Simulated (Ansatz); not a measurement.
## Quasiparticle gap of Bi3O4Cl (C2/c)

How far does one-shot GW move the LDA gap of Bi3O4Cl (C2/c)?

Calculated with Ansatz 0.2.0; LDA, then G0W0 on it, plane waves, PAW.

### 1. Starting point

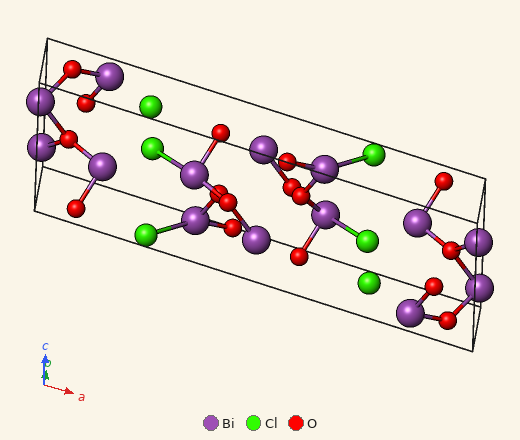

The cell as given, slightly off an axis (bismuth purple, chlorine green, oxygen red). This picture shows the conventional cell, with its axes. Bonds to atoms that aren't drawn are left out. Some periodic images of atoms are drawn too.

The cell and positions come from the Crystallography Open Database and are kept as given unless a step says otherwise. Spin-orbit coupling is left out unless a step names it. The default PAW set here is soft_2. Its files were made with PBE.

### 2. Bands along the symmetry lines

Levels along a band path and on the mesh show where this functional puts the band edges.

This step: DFT, LDA, plane waves, PAW.

Input file input.yaml:

```yaml
crystal:
  lattice:
    - [9.6406818171, -2.8238, 0.0]
    - [9.6406818171, 2.8238, 0.0]
    - [-1.5365156966, 0.0, 5.484222887]
  atoms:
    - { symbol: Bi, position: [0.2925, 0.7075, 0.75] }
    - { symbol: Bi, position: [0.7075, 0.2925, 0.25] }
    - { symbol: Bi, position: [0.93879, 0.35443, 0.9332] }
    - { symbol: Bi, position: [0.64557, 0.06121, 0.5668] }
    - { symbol: Bi, position: [0.06121, 0.64557, 0.0668] }
    - { symbol: Bi, position: [0.35443, 0.93879, 0.4332] }
    - { symbol: Cl, position: [0.0, 0.5, 0.5] }
    - { symbol: Cl, position: [0.5, 0.0, 0.0] }
    - { symbol: O, position: [0.055, 0.1312, 0.6074] }
    - { symbol: O, position: [0.8688, 0.945, 0.8926] }
    - { symbol: O, position: [0.945, 0.8688, 0.3926] }
    - { symbol: O, position: [0.1312, 0.055, 0.1074] }
    - { symbol: O, position: [0.4988, 0.6314, 0.4794] }
    - { symbol: O, position: [0.3686, 0.5012, 0.0206] }
    - { symbol: O, position: [0.5012, 0.3686, 0.5206] }
    - { symbol: O, position: [0.6314, 0.4988, 0.9794] }
kpoints:
  mp_grid: { grid: [4, 4, 4] }
  band_path:
    path:
      - [[0.0, 0.0, 0.0], [-0.27313186, 0.27313186, 0.0]]
      - [[-0.72686814, -0.27313186, 0.0], [-0.5, -0.5, 0.0], [0.0, 0.0, 0.0], [-0.5, -0.5, 0.5], [-0.74799509, -0.25200491, 0.5]]
      - [[-0.25200491, 0.25200491, 0.5], [0.0, 0.0, 0.5], [0.0, 0.0, 0.0]]
      - [[-0.5, 0.0, 0.5], [0.0, 0.0, 0.0], [-0.5, 0.0, 0.0]]
    npoints: 10
hamiltonian:
  xc: lda
scf:
  occupations: { method: fermi_dirac, width: 0.02 }
  n_extra_bands: 9
output:
  eigenvalues: true
  forces: true
  stress: true
  write_density: true
  write_potential: true
  elf: true
  volumetric_format: npy
```

On the command line:

```
> ansatz run input.yaml --threads 3 --pin off --max-ram 92160MiB --backend cuda --events-out ev --progress --plain --runs-dir out --devices 1 --max-vram 13GiB
```

Numbers of over 12 decimals in the logs are rounded to 6 here.

The log of the run:

```text
scf.n_extra_bands = 9 over 76 filled bands (N_el = 152.0): the run solves 85 bands
GPUs: using 1 of 1 available (devices: 1).
Engine: ansatz 0.2.0, x86_64-unknown-linux-gnu
Pseudopotentials: kind: paw
Pseudopotential: Bi, paw, valence charge 15, recommended cutoff 420 eV (normal), Bi.paw.azcp
Pseudopotential: Cl, paw, valence charge 7, recommended cutoff 420 eV (normal), Cl.paw.azcp
Pseudopotential: O, paw, valence charge 6, recommended cutoff 420 eV (normal), O.paw.azcp
Functional definition: SPW92
  exchange = slater_x
  correlation = pw_c
device memory: the entry about to start is reckoned to put 6.5 GiB on a device that reports 53.3 GiB free (of which the cap on the GPU budget leaves the run 13.0 GiB)
GPU FFT provider: cuFFT
GPU libraries: cuBLAS 13.8.2, cuFFT 12.4.0, cuSOLVER 12.3.4
Crystal: 16 atoms, lattice volume = 298.598 Å³
Basis set: ecut = 420 eV, 5857 PW (Γ)
Bands: 85, of which v1, the nominal top of the filled ones, is band 76 counted from 1 (75 counted from 0)
Symmetry: 4 space group operations
Space group: C2/c (ITA 15), of the structure as read, at distance tolerance 6.7e-5 Å
k-points: 24 of 64
Non-local potential: Bi, projectors of the file, l = 0: 2, l = 1: 2, l = 2: 2, l = 3: 2
Non-local potential: Cl, projectors of the file, l = 0: 2, l = 1: 2, l = 2: 2
Non-local potential: O, projectors of the file, l = 0: 2, l = 1: 2, l = 2: 1
PAW form: soft (Blöchl's): semilocal exchange-correlation on the pseudo side does not see the compensation charge
PAW frozen core: Bi, regenerated for the run's functional, and the local potential with it (the file was generated under x = pbe(κ = 0.804, μ = 0.219515), c = pbe(β = 0.066725))
PAW frozen core: Cl, regenerated for the run's functional, and the local potential with it (the file was generated under x = pbe(κ = 0.804, μ = 0.219515), c = pbe(β = 0.066725))
PAW frozen core: O, regenerated for the run's functional, and the local potential with it (the file was generated under x = pbe(κ = 0.804, μ = 0.219515), c = pbe(β = 0.066725))
PAW one-centre angular grid: Bi, 590 points (default); XC on 64 Gauss nodes
PAW one-centre angular grid: Cl, 110 points (default); XC on 64 Gauss nodes
PAW one-centre angular grid: O, 110 points (default); XC on 64 Gauss nodes
Initial density: superposition of atomic densities (neutral atoms: chi_scale 0, normalization atom), corrected by the library's trained network
Initial wavefunctions: pseudopotential atomic-orbital guess
GPU buffer pool allocated for 207360 grid points (all kernels)
GPU transforms: local potential and band sums: pruned to the plane-wave sphere, on 72×72×40
Functional: x = slater, c = lda
SCF iter   1: F=—  HF=-79045.016235 eV  |F-HF|=—  |Δ(HF+E_count)|=         —  Δρ=1.42e-2  dr2=6.15e-1  ethr=1.77e-3  ⟨swp⟩=6.0  Hψ=7843  notcnv=0
preconditioner: auto → Resta (q_TF=auto, 2.438 Å⁻¹)  ε∞=3.6  [insulator: Δε(μ)=2.323 eV  Ē_g=16.351 eV  σ=0.020 eV  W_gap=1.00  n_scr=62 (ndim 8)  ℏωp=26.5 eV  f_vac=0.034  D(μ)=0.00/eV (n_scr^D=0)  ε∞_Penn≈3.6]
SCF iter   2: F=—  HF=-79044.901361 eV  |F-HF|=—  |Δ(HF+E_count)|=   1.15e-1  Δρ=6.47e-3  dr2=1.07e-1  ethr=4.04e-4  ⟨swp⟩=2.3  Hψ=3675  notcnv=0  defer=70
SCF iter   3: F=—  HF=-79044.880726 eV  |F-HF|=—  |Δ(HF+E_count)|=   2.06e-2  Δρ=2.01e-3  dr2=9.67e-3  ethr=7.02e-5  ⟨swp⟩=2.0  Hψ=2881  notcnv=0  defer=70
SCF iter   4: F=—  HF=-79044.878135 eV  |F-HF|=—  |Δ(HF+E_count)|=   2.59e-3  Δρ=5.86e-4  dr2=9.53e-4  ethr=6.36e-6  ⟨swp⟩=2.1  Hψ=2869  notcnv=0  defer=70
SCF iter   5: F=—  HF=-79044.877980 eV  |F-HF|=—  |Δ(HF+E_count)|=   1.55e-4  Δρ=3.79e-4  dr2=4.33e-4  ethr=6.27e-7  ⟨swp⟩=2.0  Hψ=3049  notcnv=0  defer=70
SCF iter   6: F=—  HF=-79044.877938 eV  |F-HF|=—  |Δ(HF+E_count)|=   4.15e-5  Δρ=7.54e-5  dr2=1.51e-5  ethr=2.85e-7  ⟨swp⟩=2.0  Hψ=2690  notcnv=0  defer=70
SCF iter   7: F=—  HF=-79044.878331 eV  |F-HF|=—  |Δ(HF+E_count)|=   3.93e-4  Δρ=1.76e-5  dr2=1.06e-6  ethr=9.96e-9  ⟨swp⟩=2.3  Hψ=3113  notcnv=0  defer=70
SCF iter   8: F=-79044.878331 eV  HF=-79044.878331 eV  |F-HF|=9.47e-9  |Δ(HF+E_count)|=   4.22e-7  Δρ=2.91e-6  dr2=3.22e-8  ethr=6.58e-11  ⟨swp⟩=14.2  Hψ=17791  notcnv=0
SCF 1 converged in 8 iterations: F = -79044.878331 eV  dr2 = 3.22e-8
  greatest PAW one-centre occupation: 0.992 electrons in one spin orbital (limit 2), on the Bi atom at site 1 (counted from 0), in its partial waves of l = 2
device memory: the entry about to start is reckoned to put 5.0 GiB on a device that reports 48.0 GiB free (of which the cap on the GPU budget leaves the run 13.0 GiB)
NSCF: frozen V_eff on 94 k-points
SCF converged after 8 iterations
Free energy (F): -79044.878331 eV
Harris-Foulkes:  -79044.878331 eV  (|F-HF|=9.47e-9)
Internal energy: -79044.878331 eV  (E = F + TS)
E sigma→0 (E₀):  -79044.878331 eV
Fermi energy:    8.655952 eV
--- Per-component energies (eV) ---
  E_band       = -742.277510
  E_kinetic    = 3523.515462
  E_local      = -14006.760821  (includes V_loc(G=0)·N_el)
  E_nonlocal   = 3870.185600
  E_hartree    = 4879.672637
  E_xc         = -1693.879890
  E_vxc        = -1854.935111  (∫ρ·V_xc dr)
  E_paw        = -64548.442254  (= ΣΔE_a)
  E_vpaw       = -2033.653503  (= ΣTr[D̂ρ^β])
  E_aug_tail   = 0.016293  (compensation charges beyond the density's cutoff)
  E_ewald      = -11070.312406
  E_core_change = 1.127046  (= ΣΔE_core)
  E_smearing   = -0.000000  (= −TS)
  E_closure    = 0.000000  (closes the sum)
  Σ components = -79044.878331   (vs F -79044.878331, Δ=0.00e0)
--- Forces (eV/Å), atoms counted from 1 ---
  atom   1  Bi     0.00000000     0.09141000     0.00000000
  atom   2  Bi    -0.00000000    -0.09141000    -0.00000000
  atom   3  Bi    -0.09212783    -0.07105804     0.08697844
  atom   4  Bi     0.09212783    -0.07105804    -0.08697844
  atom   5  Bi     0.09212783     0.07105804    -0.08697844
  atom   6  Bi    -0.09212783     0.07105804     0.08697844
  atom   7  Cl    -0.00000000     0.00000000     0.00000000
  atom   8  Cl    -0.00000000     0.00000000     0.00000000
  atom   9  O     -0.01496113    -0.10807510    -0.11825987
  atom  10  O      0.01496113    -0.10807510     0.11825987
  atom  11  O      0.01496113     0.10807510     0.11825987
  atom  12  O     -0.01496113     0.10807510    -0.11825987
  atom  13  O     -0.02070180     0.13312711     0.19153243
  atom  14  O      0.02070180     0.13312711    -0.19153243
  atom  15  O      0.02070180    -0.13312711    -0.19153243
  atom  16  O     -0.02070180    -0.13312711     0.19153243
  max |Σ_I F_I| component: 2.78e-17 eV/Å
--- Stress (GPa, compression-positive) ---
       -2.679405       0.000000       0.419865
        0.000000      -2.309119      -0.000000
        0.419865      -0.000000      -2.145272
  P = ⅓ Tr σ = -2.3779 GPa (-23.779 kbar)
--- Band table (eV; the first three rows and the last of 24) ---
  k-point 0: bands = [... 72 lower, 6.6346, 6.7635, 6.8433, 7.1283, 10.1107, 10.3092, 10.5710, 10.9148, ... 5 higher]
  k-point 1: bands = [... 72 lower, 6.7149, 6.7300, 6.9576, 7.1785, 10.3969, 10.6155, 10.8331, 11.0695, ... 5 higher]
  k-point 2: bands = [... 72 lower, 6.7291, 6.7291, 7.0779, 7.0779, 10.4593, 10.4593, 11.2228, 11.2228, ... 5 higher]
  k-point 23: bands = [... 72 lower, 6.7785, 6.7785, 7.0301, 7.0301, 10.8550, 10.8550, 11.2589, 11.2589, ... 5 higher]
```

Elapsed: 10 s, on 1 × NVIDIA H100 80GB HBM3 (shared by 6 runs) with 3 threads of AMD EPYC 7R13 (Zen 3), shared host; peak memory 1.2 GiB; 16 s of CPU time.

This step gave:

```
pressure             : -2.378 GPa
filled bands         : 76
gap                  : 2.476 eV
valence top at       : V_2
conduction bottom at : Y_2
least direct gap     : 2.513 eV
```

Over mesh and path the gap is 2.476 eV, from k = (-0.500, 0.000, 0.000) to k = (-0.500, -0.500, 0.000). The least direct gap found is 2.513 eV, at k = (-0.500, -0.500, 0.000).

Electronic bands along the path, in eV, zero at the top of the highest nominally filled band:

| point | band 73 | band 74 | band 75 | band 76 | band 77 | band 78 | band 79 | band 80 |
| --- | --- | --- | --- | --- | --- | --- | --- | --- |
| Γ | -0.77 | -0.64 | -0.56 | -0.27 | 2.71 | 2.91 | 3.17 | 3.51 |
| C | -0.88 | -0.73 | -0.68 | 0.00 | 3.04 | 3.47 | 3.81 | 3.82 |
| jump to C2 | -0.88 | -0.73 | -0.68 | 0.00 | 3.04 | 3.47 | 3.81 | 3.82 |
| Y2 | -0.74 | -0.71 | -0.43 | -0.04 | 2.48 | 3.27 | 3.44 | 3.75 |
| Γ | -0.77 | -0.64 | -0.56 | -0.27 | 2.71 | 2.91 | 3.17 | 3.51 |
| M2 | -0.62 | -0.62 | -0.37 | -0.37 | 3.45 | 3.45 | 3.86 | 3.86 |
| D | -0.56 | -0.56 | -0.19 | -0.19 | 3.00 | 3.00 | 4.06 | 4.06 |
| jump to D2 | -0.56 | -0.56 | -0.19 | -0.19 | 3.00 | 3.00 | 4.06 | 4.06 |
| A | -0.67 | -0.67 | -0.32 | -0.32 | 3.06 | 3.06 | 3.82 | 3.82 |
| Γ | -0.77 | -0.64 | -0.56 | -0.27 | 2.71 | 2.91 | 3.17 | 3.51 |
| jump to L2 | -0.79 | -0.45 | -0.22 | -0.16 | 2.99 | 3.02 | 3.94 | 4.24 |
| Γ | -0.77 | -0.64 | -0.56 | -0.27 | 2.71 | 2.91 | 3.17 | 3.51 |
| V2 | -0.84 | -0.81 | -0.70 | 0.00 | 3.08 | 3.57 | 3.78 | 3.89 |

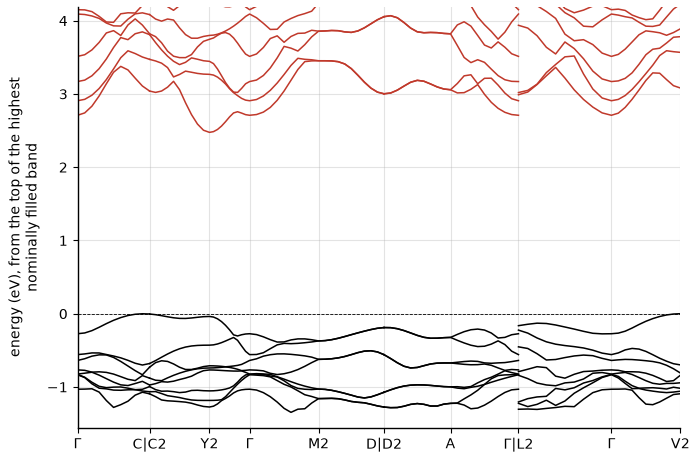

Electronic bands along the path; lines of filled and empty bands in two colours.

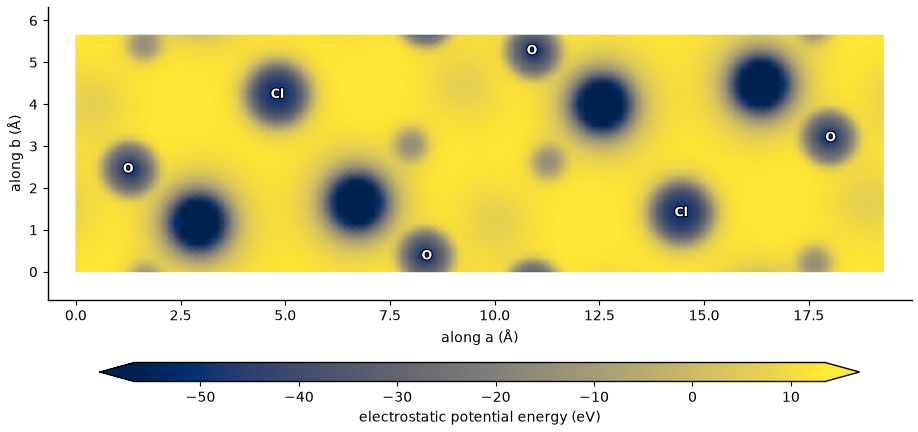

Electrostatic potential energy in the ab plane of the conventional cell at fractional z = 0.500, with atoms of Cl and O within 0.2 Å of it. With pseudopotentials it is smooth inside the atoms' cores, unlike the true potential.

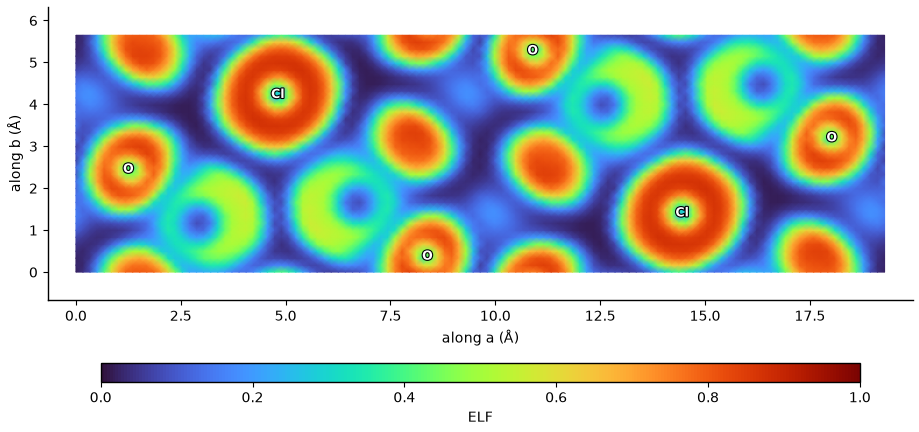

ELF in the ab plane of the conventional cell at fractional z = 0.500, with atoms of Cl and O within 0.2 Å of it. It is the smooth field of the valence electrons, not physical close to the nuclei.

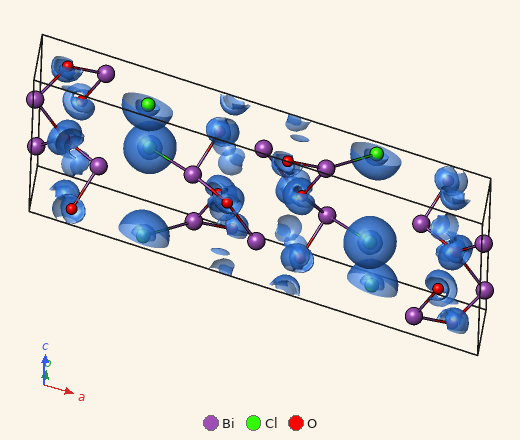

Surface of ELF = 0.79. Bonds to atoms that aren't drawn are left out.

[end of part 1 of 2]

[Paths, hosts, dates, memory and timing lines, banners, echoed tables and standing remarks are left out of the program output.]

[Logs are printed without paths, hosts, clocks, repeated set-up lines and the standing remarks that a program may print on its own settings, such as how far it seeks lower states.]

[Runs of the session that timed out or met a known fault of the program may be left out.]

[Cells called generated may have been cut or substituted from an entry of the Crystallography Open Database or the Materials Project.]

[Hosts, paths, dates, database ids (printed as entryN), source tags and the programs' standing remarks are cut or masked in the printed files.]

[Where an RPA ε∞ is given, it is that of the G0W0 mesh and is not shown converged in it. Names of k-points follow the symmetry that the program found, which can be lower than the space group named. Band edges on a path are those of the sampled points; other points can move an edge, and change direct to indirect where valleys lie close.]

[Hybrid gaps are those of their k-mesh and are not shown converged in it.]
